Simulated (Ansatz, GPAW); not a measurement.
# C/Nb(110) in an electric field

Aim: the dipole that a field along the normal induces in C/Nb(110).

Method: Ansatz plane waves; slab in vacuum with a dipole correction, relaxation, in the first sound run; inputs show where later runs differ, in GPAW 26.7.0 and Ansatz 0.2.0.

### 1. The starting structure

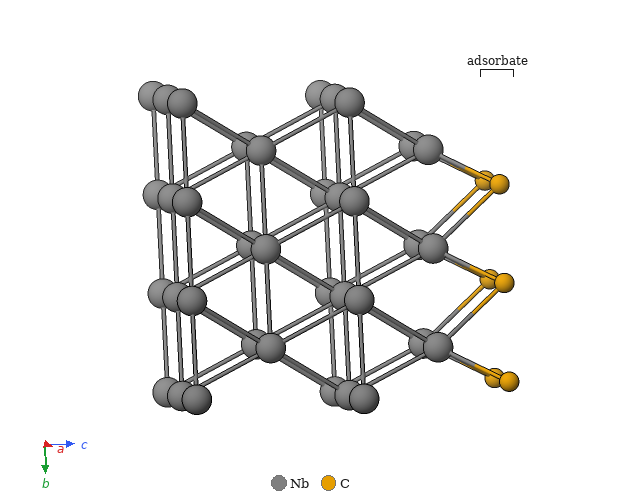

The starting structure, seen from the side, with the c axis across the page (niobium grey, carbon orange). 2×3×1 cells are drawn. Some periodic images of atoms are drawn too.

The cell holds 5 atoms: 4 Nb and 1 C. Its edges and angles: a = 2.858 Å, b = 2.858 Å, c = 22.801 Å, α = 90.0°, β = 90.0°, γ = 70.5°. Vacuum lies along c.

### 2. Relaxation

The atoms are relaxed first, since the surface dipole, and with it the work function, follows the positions of the outer layers. The lowest 2 atoms are held at bulk positions and keep their forces.

File input.yaml:

```yaml
crystal:
  lattice:
    - [2.3334523779, -1.65, 0.0]
    - [2.3334523779, 1.65, 0.0]
    - [0.0, 0.0, 22.800977027]
  atoms:
    - { symbol: Nb, position: [0.0, 0.0, 0.3070043881] }
    - { symbol: Nb, position: [0.5, 0.5, 0.4093444051] }
    - { symbol: Nb, position: [0.0, 0.0, 0.5116844222] }
    - { symbol: Nb, position: [0.5, 0.5, 0.6140244393] }
    - { symbol: C, position: [0.84, 0.84, 0.6929956119] }
kpoints:
  mp_grid: { grid: [12, 12, 1] }
hamiltonian:
  xc: pbe
scf:
  occupations: { method: fermi_dirac, width: 0.1 }
efield:
  axis: 3
  dipole_correction: true
  ramp_width: 0.05
relax:
  f_tol: 0.02
  max_steps: 60
  constraints: [{ sites: [0, 1] }]
output:
  write_potential: true
  write_density: true
  volumetric_format: npy
```

Started as:

```console
> ansatz run input.yaml --threads 4 --pin off --max-ram 8192MiB --backend cpu --events-out ev --progress --plain --runs-dir out
```

Numbers of over 12 decimals in the logs are rounded to 6 here.

The program printed:

```text
Engine: ansatz 0.2.0, x86_64-unknown-linux-gnu
Pseudopotentials: kind: paw
Pseudopotential: Nb, paw, valence charge 13, recommended cutoff 420 eV (normal), Nb.paw.azcp
Pseudopotential: C, paw, valence charge 4, recommended cutoff 420 eV (normal), C.paw.azcp
Functional definition: PBE
  parameter kappa = 0.804
  parameter beta = 0.066725
  exchange = pbe_x(kappa = kappa, mu = beta*pi^2/3)
  correlation = pbe_c(beta = beta)
Crystal: 5 atoms, lattice volume = 175.576 Å³
Basis set: ecut = 420 eV, 3459 PW (Γ), exchange–correlation on 40×40×320 points (8 copies of the dense FFT grid, shifted against one another)
Bands: 34, of which v1, the nominal top of the filled ones, is band 28 counted from 1 (27 counted from 0)
Symmetry: 2 space group operations
Space group: Cm (ITA 8), of the structure as read, at distance tolerance 5.6e-5 Å
k-points: 43 of 144 (time reversal used)
Non-local potential: Nb, projectors of the file, l = 0: 3, l = 1: 2, l = 2: 2, l = 3: 1
Non-local potential: C, projectors of the file, l = 0: 2, l = 1: 2, l = 2: 1
PAW form: soft (Blöchl's): semilocal exchange-correlation on the pseudo side does not see the compensation charge
PAW one-centre angular grid: Nb, 590 points (default); XC on 64 Gauss nodes
PAW one-centre angular grid: C, 110 points (default); XC on 64 Gauss nodes
Initial density: superposition of atomic densities (neutral atoms: chi_scale 0, normalization atom), corrected by the library's trained network
Initial wavefunctions: pseudopotential atomic-orbital guess
Functional: x = pbe(κ = 0.804, μ = 0.219515), c = pbe(β = 0.066725)
SCF iter   1: F=—  HF=-18455.062293 eV  |F-HF|=—  |Δ(HF+E_count)|=         —  Δρ=1.60e-2  dr2=6.99e0  ethr=1.77e-3  p=-0.117 e·Å  D=-1.21e-1 V/Å  ΔV_dip=2.75 eV  dr2_dipole=8.54e-3  V_vac-E_F(+/−)=7.69/4.94 eV  ⟨swp⟩=7.9  Hψ=7234  notcnv=0
efield: sawtooth ramp at fractional position 0.9750 (placed from the atoms, in the widest stretch of the axis that holds none; the zero of the levels goes with the place), width 0.0500; the density the first Hamiltonian is built on has a dipole p = -0.117 e·Å; the dipole correction subtracts the counter field D = -1.21e-1 V/Å, which shifts the + side's vacuum level by +2.75 eV against the − side's; the planar-averaged density in the ramp window peaks in size at 2.5e-5 e/Å³
preconditioner: auto → LDOS  [metal: Δε(μ)=0.002 eV  Ē_g=3.824 eV  σ=0.100 eV  W_gap=0.01  n_scr=16 (ndim 8)  ℏωp=13.7 eV  f_vac=0.464  D(μ)=4.92/eV (n_scr^D=16)  β→1.0]
SCF iter   2: F=—  HF=-18454.880859 eV  |F-HF|=—  |Δ(HF+E_count)|=   1.81e-1  Δρ=4.40e-3  dr2=3.66e-1  ethr=1.77e-3  p=-0.098 e·Å  D=-1.01e-1 V/Å  ΔV_dip=2.31 eV  dr2_dipole=4.90e-3  V_vac-E_F(+/−)=6.85/4.54 eV  ⟨swp⟩=2.3  Hψ=1988  notcnv=0
SCF iter   3: F=—  HF=-18454.875559 eV  |F-HF|=—  |Δ(HF+E_count)|=   5.30e-3  Δρ=1.01e-3  dr2=1.20e-2  ethr=6.54e-4  p=-0.099 e·Å  D=-1.02e-1 V/Å  ΔV_dip=2.32 eV  dr2_dipole=1.81e-4  V_vac-E_F(+/−)=6.91/4.59 eV  ⟨swp⟩=1.5  Hψ=1489  notcnv=0
SCF iter   4: F=—  HF=-18454.875531 eV  |F-HF|=—  |Δ(HF+E_count)|=   2.84e-5  Δρ=2.57e-4  dr2=3.47e-4  ethr=2.15e-5  p=-0.099 e·Å  D=-1.02e-1 V/Å  ΔV_dip=2.32 eV  dr2_dipole=1.15e-4  V_vac-E_F(+/−)=6.88/4.57 eV  ⟨swp⟩=2.0  Hψ=1943  notcnv=0
SCF iter   5: F=—  HF=-18454.875544 eV  |F-HF|=—  |Δ(HF+E_count)|=   1.25e-5  Δρ=7.13e-5  dr2=1.58e-5  ethr=6.20e-7  p=-0.098 e·Å  D=-1.01e-1 V/Å  ΔV_dip=2.31 eV  dr2_dipole=4.38e-6  V_vac-E_F(+/−)=6.87/4.56 eV  ⟨swp⟩=2.0  Hψ=2063  notcnv=0
SCF iter   6: F=-18454.875547 eV  HF=-18454.875548 eV  |F-HF|=6.73e-7  |Δ(HF+E_count)|=   4.21e-6  Δρ=2.13e-5  dr2=1.80e-6  ethr=1.79e-8  p=-0.098 e·Å  D=-1.01e-1 V/Å  ΔV_dip=2.31 eV  dr2_dipole=1.87e-11  V_vac-E_F(+/−)=6.87/4.56 eV  ⟨swp⟩=13.0  Hψ=13897  notcnv=0
SCF 1 converged in 6 iterations: F = -18454.875547 eV  dr2 = 1.80e-6
  greatest PAW one-centre occupation: 0.998 electrons in one spin orbital (limit 2), on the Nb atom at site 1 (counted from 0), in its partial waves of l = 0
relax step   1: F+E_penalty+E_count = -18454.87554713 eV  Δ(F+E_penalty+E_count) = +0.000e0 eV  max|allowed force component| = 2.885e0 eV/Å  Δτ_max = 0.0000 Å  (6 SCF iters, dr2 threshold 1.00e-5 eV, accepted)
Initial density: handed on by an earlier stage of this run
Initial wavefunctions: those handed on with the density
SCF iter   1: F=—  HF=-18456.356979 eV  |F-HF|=—  |Δ(HF+E_count)|=         —  Δρ=3.33e-2  dr2=1.40e1  ethr=3.10e-3  p=-0.098 e·Å  D=-1.01e-1 V/Å  ΔV_dip=2.31 eV  dr2_dipole=4.63e0  V_vac-E_F(+/−)=6.92/4.61 eV  ⟨swp⟩=5.9  Hψ=4447  notcnv=0
efield: sawtooth ramp at fractional position 0.9750 (handed on by an earlier solve), width 0.0500; the density the first Hamiltonian is built on has a dipole p = -0.098 e·Å; the dipole correction subtracts the counter field D = -1.01e-1 V/Å, which shifts the + side's vacuum level by +2.31 eV against the − side's; the planar-averaged density in the ramp window peaks in size at 6.1e-6 e/Å³
preconditioner: auto → LDOS  [metal: Δε(μ)=0.018 eV  Ē_g=3.963 eV  σ=0.100 eV  W_gap=0.04  n_scr=16 (ndim 8)  ℏωp=13.7 eV  f_vac=0.469  D(μ)=6.04/eV (n_scr^D=46)  β→1.0]
SCF iter   2: F=—  HF=-18455.964940 eV  |F-HF|=—  |Δ(HF+E_count)|=   3.92e-1  Δρ=1.32e-2  dr2=8.65e-1  ethr=3.10e-3  p=-0.081 e·Å  D=-8.32e-2 V/Å  ΔV_dip=1.90 eV  dr2_dipole=3.17e-1  V_vac-E_F(+/−)=6.42/4.52 eV  ⟨swp⟩=2.1  Hψ=2582  notcnv=0
SCF iter   3: F=—  HF=-18455.922346 eV  |F-HF|=—  |Δ(HF+E_count)|=   4.26e-2  Δρ=5.56e-3  dr2=2.02e-1  ethr=1.54e-3  p=-0.086 e·Å  D=-8.82e-2 V/Å  ΔV_dip=2.01 eV  dr2_dipole=4.13e-2  V_vac-E_F(+/−)=6.57/4.56 eV  ⟨swp⟩=2.1  Hψ=2382  notcnv=0
SCF iter   4: F=—  HF=-18455.902558 eV  |F-HF|=—  |Δ(HF+E_count)|=   1.98e-2  Δρ=1.04e-3  dr2=8.05e-3  ethr=3.60e-4  p=-0.079 e·Å  D=-8.19e-2 V/Å  ΔV_dip=1.87 eV  dr2_dipole=2.11e-3  V_vac-E_F(+/−)=6.42/4.55 eV  ⟨swp⟩=2.0  Hψ=2310  notcnv=0
SCF iter   5: F=—  HF=-18455.902027 eV  |F-HF|=—  |Δ(HF+E_count)|=   5.31e-4  Δρ=4.14e-4  dr2=1.02e-3  ethr=1.44e-5  p=-0.077 e·Å  D=-7.96e-2 V/Å  ΔV_dip=1.82 eV  dr2_dipole=6.22e-5  V_vac-E_F(+/−)=6.36/4.54 eV  ⟨swp⟩=2.0  Hψ=1984  notcnv=0
SCF iter   6: F=—  HF=-18455.901925 eV  |F-HF|=—  |Δ(HF+E_count)|=   1.02e-4  Δρ=1.07e-4  dr2=4.96e-5  ethr=1.79e-7  p=-0.076 e·Å  D=-7.86e-2 V/Å  ΔV_dip=1.79 eV  dr2_dipole=8.54e-6  V_vac-E_F(+/−)=6.34/4.54 eV  ⟨swp⟩=12.9  Hψ=15953  notcnv=0
SCF iter   7: F=-18455.901917 eV  HF=-18455.901922 eV  |F-HF|=5.20e-6  |Δ(HF+E_count)|=   2.58e-6  Δρ=3.45e-5  dr2=5.61e-6  ethr=8.85e-8  p=-0.076 e·Å  D=-7.81e-2 V/Å  ΔV_dip=1.78 eV  dr2_dipole=1.20e-6  V_vac-E_F(+/−)=6.32/4.54 eV  ⟨swp⟩=13.1  Hψ=13986  notcnv=0
[...]
efield: sawtooth ramp at fractional position 0.9750 (handed on by an earlier solve), width 0.0500; the density the first Hamiltonian is built on has a dipole p = -0.076 e·Å; the dipole correction subtracts the counter field D = -7.81e-2 V/Å, which shifts the + side's vacuum level by +1.78 eV against the − side's; the planar-averaged density in the ramp window peaks in size at 6.9e-6 e/Å³
preconditioner: auto → LDOS  [metal: Δε(μ)=0.023 eV  Ē_g=4.249 eV  σ=0.100 eV  W_gap=0.06  n_scr=16 (ndim 8)  ℏωp=13.7 eV  f_vac=0.477  D(μ)=5.64/eV (n_scr^D=36)  β→1.0]
SCF iter   2: F=—  HF=-18456.793581 eV  |F-HF|=—  |Δ(HF+E_count)|=   4.47e-1  Δρ=1.19e-2  dr2=3.54e-1  ethr=3.10e-3  p=-0.072 e·Å  D=-7.45e-2 V/Å  ΔV_dip=1.70 eV  dr2_dipole=2.43e-2  V_vac-E_F(+/−)=6.21/4.51 eV  ⟨swp⟩=2.1  Hψ=2584  notcnv=0
SCF iter   3: F=—  HF=-18456.750146 eV  |F-HF|=—  |Δ(HF+E_count)|=   4.34e-2  Δρ=4.51e-3  dr2=1.59e-1  ethr=6.33e-4  p=-0.076 e·Å  D=-7.82e-2 V/Å  ΔV_dip=1.78 eV  dr2_dipole=3.75e-2  V_vac-E_F(+/−)=6.32/4.54 eV  ⟨swp⟩=2.6  Hψ=2794  notcnv=0
SCF iter   4: F=—  HF=-18456.735813 eV  |F-HF|=—  |Δ(HF+E_count)|=   1.43e-2  Δρ=1.22e-3  dr2=1.17e-2  ethr=2.84e-4  p=-0.076 e·Å  D=-7.81e-2 V/Å  ΔV_dip=1.78 eV  dr2_dipole=3.10e-3  V_vac-E_F(+/−)=6.31/4.53 eV  ⟨swp⟩=1.9  Hψ=1979  notcnv=0
SCF iter   5: F=—  HF=-18456.735015 eV  |F-HF|=—  |Δ(HF+E_count)|=   7.99e-4  Δρ=3.00e-4  dr2=5.52e-4  ethr=2.10e-5  p=-0.076 e·Å  D=-7.79e-2 V/Å  ΔV_dip=1.78 eV  dr2_dipole=7.07e-5  V_vac-E_F(+/−)=6.30/4.53 eV  ⟨swp⟩=2.0  Hψ=1916  notcnv=0
SCF iter   6: F=-18456.734979 eV  HF=-18456.734994 eV  |F-HF|=1.50e-5  |Δ(HF+E_count)|=   2.03e-5  Δρ=7.02e-5  dr2=2.21e-5  ethr=1.79e-7  p=-0.076 e·Å  D=-7.78e-2 V/Å  ΔV_dip=1.77 eV  dr2_dipole=4.45e-8  V_vac-E_F(+/−)=6.30/4.53 eV  ⟨swp⟩=12.5  Hψ=15319  notcnv=0
SCF 3 converged in 6 iterations: F = -18456.734979 eV  dr2 = 2.21e-5
relax step   3: F+E_penalty+E_count = -18456.73497931 eV  Δ(F+E_penalty+E_count) = -8.331e-1 eV  max|allowed force component| = 1.181e0 eV/Å  Δτ_max = 0.1950 Å  (6 SCF iters, dr2 threshold 1.00e-4 eV, accepted)
[...]
relax step   4: F+E_penalty+E_count = -18456.73351742 eV  Δ(F+E_penalty+E_count) = +1.462e-3 eV  max|allowed force component| = 1.455e0 eV/Å  Δτ_max = 0.1943 Å  (5 SCF iters, dr2 threshold 1.00e-4 eV, rejected (line search))
[...]
relax step   5: F+E_penalty+E_count = -18456.82426376 eV  Δ(F+E_penalty+E_count) = -8.928e-2 eV  max|allowed force component| = 1.408e-1 eV/Å  Δτ_max = 0.0944 Å  (7 SCF iters, accepted)
[...]
relax step   6: F+E_penalty+E_count = -18456.83706111 eV  Δ(F+E_penalty+E_count) = -1.280e-2 eV  max|allowed force component| = 8.570e-2 eV/Å  Δτ_max = 0.1000 Å  (6 SCF iters, dr2 threshold 1.24e-6 eV, accepted)
[...]
relax step   7: F+E_penalty+E_count = -18456.83867505 eV  Δ(F+E_penalty+E_count) = -1.614e-3 eV  max|allowed force component| = 9.526e-3 eV/Å  Δτ_max = 0.0350 Å  (6 SCF iters, dr2 threshold 4.59e-7 eV, accepted)
iter 1 solved again at ethr=1.20e-10 eV; its pass at ethr=3.10e-3 eV (dr2=6.73e-8 eV) is discarded
SCF iter   1: F=—  HF=-18456.838676 eV  |F-HF|=—  |Δ(HF+E_count)|=         —  Δρ=5.78e-6  dr2=6.73e-8  ethr=1.20e-10  p=-0.073 e·Å  D=-7.49e-2 V/Å  ΔV_dip=1.71 eV  dr2_dipole=1.02e-8  V_vac-E_F(+/−)=6.25/4.54 eV  ⟨swp⟩=1.2  Hψ=3974  notcnv=0
efield: sawtooth ramp at fractional position 0.9750 (handed on by an earlier solve), width 0.0500; the density the first Hamiltonian is built on has a dipole p = -0.073 e·Å; the dipole correction subtracts the counter field D = -7.49e-2 V/Å, which shifts the + side's vacuum level by +1.71 eV against the − side's; the planar-averaged density in the ramp window peaks in size at 6.9e-6 e/Å³
preconditioner: auto → LDOS  [metal: Δε(μ)=0.018 eV  Ē_g=4.183 eV  σ=0.100 eV  W_gap=0.04  n_scr=16 (ndim 8)  ℏωp=13.7 eV  f_vac=0.486  D(μ)=5.11/eV (n_scr^D=16)  β→1.0]
SCF iter   2: F=-18456.838675 eV  HF=-18456.838675 eV  |F-HF|=7.58e-9  |Δ(HF+E_count)|=   9.06e-7  Δρ=2.13e-6  dr2=2.56e-8  ethr=1.20e-10  p=-0.073 e·Å  D=-7.49e-2 V/Å  ΔV_dip=1.71 eV  dr2_dipole=9.66e-10  V_vac-E_F(+/−)=6.25/4.54 eV  ⟨swp⟩=10.4  Hψ=10955  notcnv=0
SCF 8 converged in 2 iterations: F = -18456.838675 eV  dr2 = 2.56e-8
relax step   8: F+E_penalty+E_count = -18456.83867509 eV  Δ(F+E_penalty+E_count) = -3.246e-8 eV  max|allowed force component| = 9.516e-3 eV/Å  Δτ_max = 0.0000 Å  (2 SCF iters, accepted)
NSCF: frozen V_eff on 43 k-points
the band table was solved once a step of the walk had ended and its energy, with any forces and stress, was formed, with the checks that follow a solve (7115 applications of the Hamiltonian). They found nothing against the state; the energy, forces and stress were not computed again (output.eigenvalues in the input reference)
WARN: The input density's exchange-correlation potential varies sharply where the density is thin. Do not read a vacuum level from v_tot or v_xc, or from such a field of the output density. On a cell that repeats whose density bears no net charge and no dipole along the vacuum's axis use v_es (v_loc + v_h of the components); under efield.dipole_correction with no amplitude use v_es + v_field, which holds any external [...]
SCF converged after 2 iterations
Free energy (F): -18456.838675 eV
Harris-Foulkes:  -18456.838675 eV  (|F-HF|=7.58e-9)
Internal energy: -18456.671530 eV  (E = F + TS)
E sigma→0 (E₀):  -18456.755103 eV
Entropy (-TS):   -0.167145 eV (-33.429 meV/atom)
Fermi energy:    4.779273 eV
Dipole field:    D = -0.074854 V/Å  (p = -0.072631 e·Å, saw-weighted, corrected)
Work function:   Φ+ = 6.2451 eV   Φ− = 4.5383 eV
Levels:          The Fermi level and band energies are counted from a zero that moves with the ramp; work functions are not
--- Per-component energies (eV) ---
  E_band       = -961.186968
  E_kinetic    = 1667.324045
  E_local      = -47095.520300  (includes V_loc(G=0)·N_el)
  E_nonlocal   = 508.278925
  E_hartree    = 22653.738880
  E_xc         = -749.207048
  E_vxc        = -909.855042  (∫ρ·V_xc dr)
  E_paw        = -12392.411133  (= ΣΔE_a)
  E_vpaw       = -436.754162  (= ΣTr[D̂ρ^β])
  E_aug_tail   = 0.000033  (compensation charges beyond the density's cutoff)
  E_efield     = 0.002718  (sawtooth field / dipole correction)
  E_vefield    = -2.138521  (∫n·V_field dr)
  E_ewald      = 16951.122350
  E_smearing   = -0.167145  (= −TS)
  E_closure    = 0.000000  (closes the sum)
  Σ components = -18456.838675   (vs F -18456.838675, Δ=0.00e0)
--- Forces (eV/Å), atoms counted from 1 ---
  atom   1  Nb     0.02379892     0.00000000     0.24712244
  atom   2  Nb    -0.02019955    -0.00000000    -0.23177756
  atom   3  Nb    -0.00075836    -0.00000000    -0.00633265
  atom   4  Nb    -0.00711305    -0.00000000    -0.00951641
  atom   5  C      0.00429554    -0.00000000     0.00048636
  max |Σ_I F_I| component: 2.35e-5 eV/Å
--- Band table (eV; the first three rows and the last of 43) ---
  k-point 0: bands = [... 24 lower, 3.7175, 3.8356, 4.4006, 4.6454, 4.9824, 5.4173, 5.8808, 6.0378, ... 2 higher]
  k-point 1: bands = [... 24 lower, 3.7502, 3.8728, 4.3394, 4.6538, 4.8910, 5.4144, 5.6694, 5.9925, ... 2 higher]
  k-point 2: bands = [... 24 lower, 3.6659, 3.9467, 4.0907, 4.4206, 4.8528, 4.9884, 5.6242, 6.3247, ... 2 higher]
  k-point 42: bands = [... 24 lower, 3.6189, 3.6874, 4.8785, 5.5600, 6.0455, 6.9717, 7.1226, 7.3818, ... 2 higher]
--- Relaxed structure (8 steps of the walk, 7 accepted, 0 SCFs on fresh bases) ---
  F+E_penalty+E_count = -18456.83867509 eV   max|allowed force component| = 9.516e-3 eV/Å
  atoms:
    - { symbol: Nb, position: [0.0, 0.0, 0.3070043881] }
    - { symbol: Nb, position: [0.500000, 0.500000, 0.4093444051] }
    - { symbol: Nb, position: [-0.00264139, -0.00264139, 0.511133] }
    - { symbol: Nb, position: [0.463946, 0.463946, 0.624493] }
    - { symbol: C, position: [0.842093, 0.842093, 0.667040] }
```

It took 30 s on 4 threads of Intel Xeon Platinum 8488C (Sapphire Rapids), shared host; peak memory 0.7 GiB; 1.9 min of CPU time.

Step by step:

```tsv
step	energy less that of the first step (eV)	largest force component (eV/Å)
1	0.0000	2.8848
2	-1.0264	2.9003
3	-1.8594	1.1815
4	-1.8580	1.4546
5	-1.9487	0.1408
6	-1.9615	0.0857
7	-1.9631	0.0095
8	-1.9631	0.0095
```

Relaxation step 4 was tried and not accepted.

The run keeps the 2 symmetry operations that it works with, so distortions that break them were not tested.

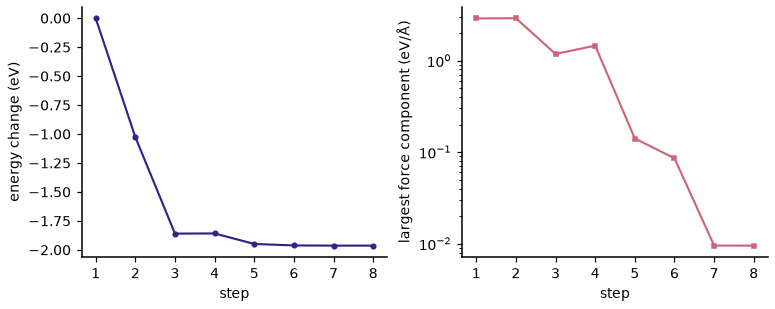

Energy and largest force along the relaxation.

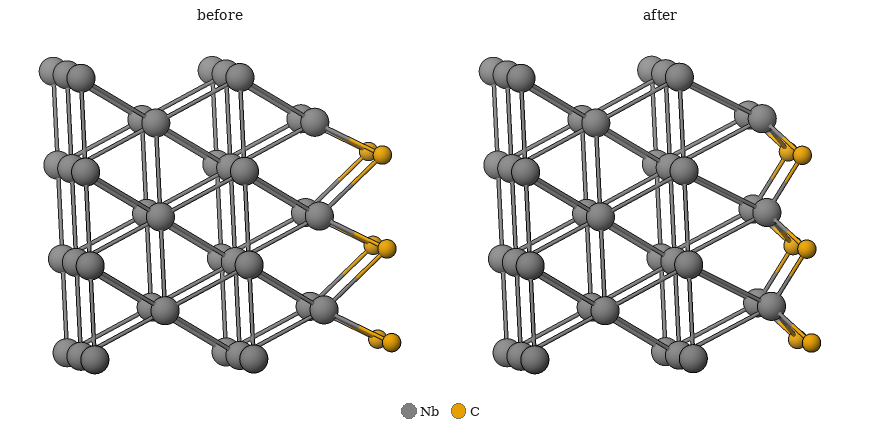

Before and after, at one scale.

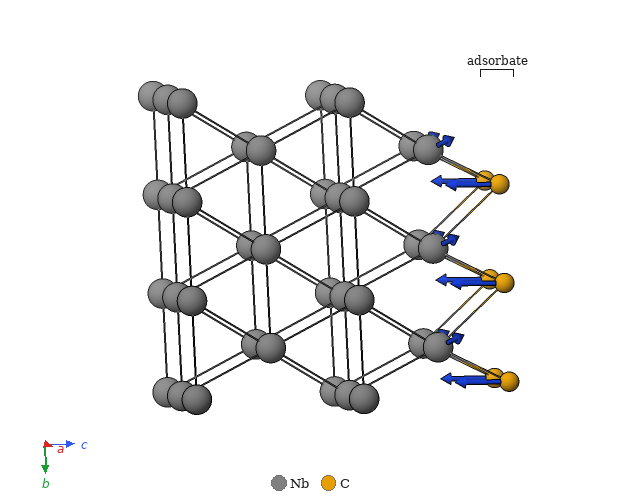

Displacements in the relaxation, exaggerated; the longest in the cell stands for 0.59 Å. 2×3×1 cells are drawn. Some periodic images of atoms are drawn too.

The atoms that moved most (Å):

```tsv
atom	dx	dy	dz	length
C5	0.010	0.000	-0.592	0.592
Nb4	-0.168	0.000	0.239	0.292
Nb3	-0.012	0.000	-0.013	0.018
```

Final coordinates:

```cif
data_structure
_symmetry_space_group_name_H-M 'P 1'
_symmetry_Int_Tables_number 1
_cell_length_a 2.8579
_cell_length_b 2.8579
_cell_length_c 22.8010
_cell_angle_alpha 90.000
_cell_angle_beta 90.000
_cell_angle_gamma 70.529
_cell_volume 175.58
loop_
_atom_site_label
_atom_site_type_symbol
_atom_site_fract_x
_atom_site_fract_y
_atom_site_fract_z
_atom_site_occupancy
Nb1 Nb 0.00000 0.00000 0.30700 1
Nb2 Nb 0.50000 0.50000 0.40934 1
Nb3 Nb 0.99736 0.99736 0.51113 1
Nb4 Nb 0.46395 0.46395 0.62449 1
C5 C 0.84209 0.84209 0.66704 1
```

This step gave:

| Property | Result |
| --- | --- |
| free energy | -18456.8387 eV |
| smearing term TS | 0.1671 eV |
| symmetry operations | 2 |
| upper work function | 6.245 eV |
| lower work function | 4.538 eV |
| dipole along the normal | -0.07263 e·Å |
| dipole field | -0.07485 V/Å |
| vacuum level above | 11.02 eV |
| vacuum level below | 9.318 eV |

The electrostatic potential energy of an electron (with the applied field's), less the Fermi level, planar mean oscillates, so the rows of the table below give means over windows of 2 Å about each position, cut where the curve ends. Its maxima inside the range that stand out by 2 % of the span (Å: eV): 8.1: -1.21, 10.5: -1.35, 13.0: -0.00387, 22.1: 6.25. Its minima: 7.0: -21.8, 9.3: -21.5, 11.7: -21.6, 14.3: -22.2.

Electrostatic potential energy of an electron (with the applied field's), less the Fermi level, planar mean against z; means over each step:

```tsv
z (Å)	electrostatic potential energy of an electron (with the applied field's), less the Fermi level, planar mean (eV)
0	4.78
2	4.54
4	4.38
6	-5.43
8	-9.49
10	-10.7
12	-11.8
14	-13.6
16	0.240
18	6.23
20	6.25
22	6.16
```

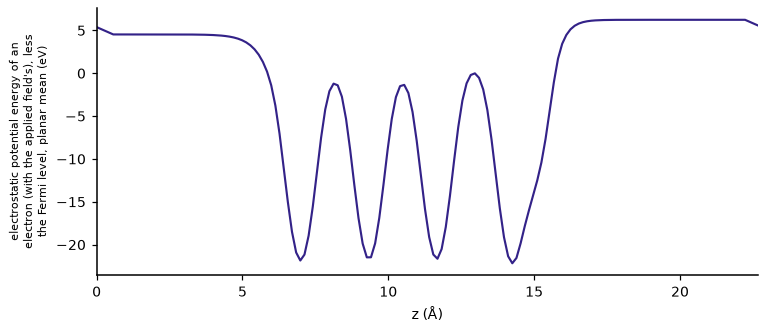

Electrostatic potential energy of an electron (with the applied field's), less the Fermi level, planar mean, plotted against z.

(Part 1 of 3 ends here.)

[Logs are printed without paths, hosts, clocks, repeated set-up lines and the standing remarks that a program may print on its own settings, such as how far it seeks lower states.]

[Hosts, paths, dates, database ids (printed as entryN), source tags and the programs' standing remarks are cut or masked in the printed files.]
